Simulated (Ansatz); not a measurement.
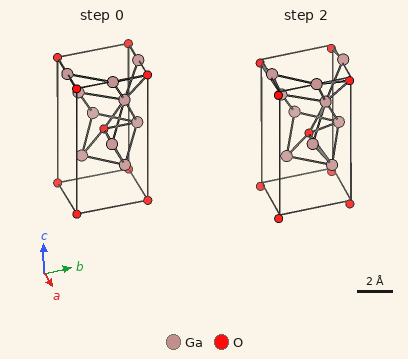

The structure of crystalline Ga₄O (a generated structure, set up in P1) (coarse preliminary run) before (left) and after (right) a relaxation, at one scale.

Style: ball-and-stick. Shown: the cell of the calculation, from a free direction.

Method: Ansatz 0.2.0, DFT PBE, scalar-relativistic, plane waves, PAW.

Input
```yaml
crystal:
  lattice:
    - [2.9267588699, -2.7943072267, 2.7732766411]
    - [2.8642742865, 2.7086806724, -2.7964186121]
    - [-0.1087685252, 5.5993805313, 5.6660878853]
  atoms:
    - { symbol: Ga, position: [0.2673950272, 0.2691934605, 0.2544127402] }
    - { symbol: Ga, position: [0.7457879511, 0.741071744, 0.7651779978] }
    - { symbol: Ga, position: [0.9846254567, 0.5133403104, 0.9900202356] }
    - { symbol: Ga, position: [0.4879697977, -0.0090629154, 0.4946728529] }
    - { symbol: Ga, position: [0.5027465798, 1.0023612312, -0.0084480463] }
    - { symbol: Ga, position: [-0.0031432697, 0.4975941823, 0.5007526072] }
    - { symbol: Ga, position: [0.759859935, 0.7419421978, 0.2496172738] }
    - { symbol: Ga, position: [0.2299563553, 0.2323480076, 0.7523608415] }
    - { symbol: O, position: [0.5201518128, 0.5127651112, 0.5021797584] }
    - { symbol: O, position: [0.004650354, -0.0015533296, -0.0007462611] }
basis:
  ecutwfc: 420
kpoints:
  mp_grid: { grid: [6, 6, 4] }
hamiltonian:
  xc: pbe
scf:
  occupations: { method: gaussian, width: 0.2 }
  lower_state_search: "off"
output:
  forces: true
  stress: true
  eigenvalues: true
relax:
  adjacent_minimum: "off"
  f_tol: 0.025
  max_steps: 60
  cell: { stress_tol: 0.25 }
```

Command:
```bash
ansatz run input.yaml --threads 1 --pin off --max-ram 2560MiB --backend cpu --events-out ev --progress --plain --runs-dir out
```

Describe what moved and what it gained.

The run was cut off at its time limit before the relaxation converged, so the last structure is only a point on the way. After 2 geometry steps the energy has fallen by 50.0 meV per atom. The largest force component goes from 0.62 to 0.86 eV/Å. Pressure: 0.24 GPa at the start and 0.35 GPa at the end. The largest move relative to the cell is that of O10, 0.24 Å along [3 −3 −2]. Largest moves by element: O 0.24 Å, Ga 0.23 Å. Cell: a 4.906 → 4.968 Å (+1.3 %), b 4.833 → 4.889 Å (+1.1 %), c 7.967 → 7.804 Å (−2.0 %), α 91.5° → 91.1°, β 90.4° → 91.2°, γ 107.0° → 108.7°. Volume −0.6 %. Some distances before and after: Ga2–Ga3 2.573 → 2.826 Å, Ga1–Ga3 2.967 → 2.722 Å, Ga6–O9 2.361 → 2.135 Å, Ga2–Ga4 2.949 → 2.753 Å. Bond angles that change, for instance: Ga4–O9–Ga6 112.3° → 124.0°, Ga5–Ga7–Ga6 178.7° → 169.7°, Ga1–Ga7–Ga4 91.5° → 99.6°. The space group stays P1 (No. 1). The run took 9.5 min on 1 thread of Intel(R) Xeon(R) Processor @ 2.50GHz (Skylake/Cascade Lake), with other jobs on the host, peak memory 0.91 GiB.
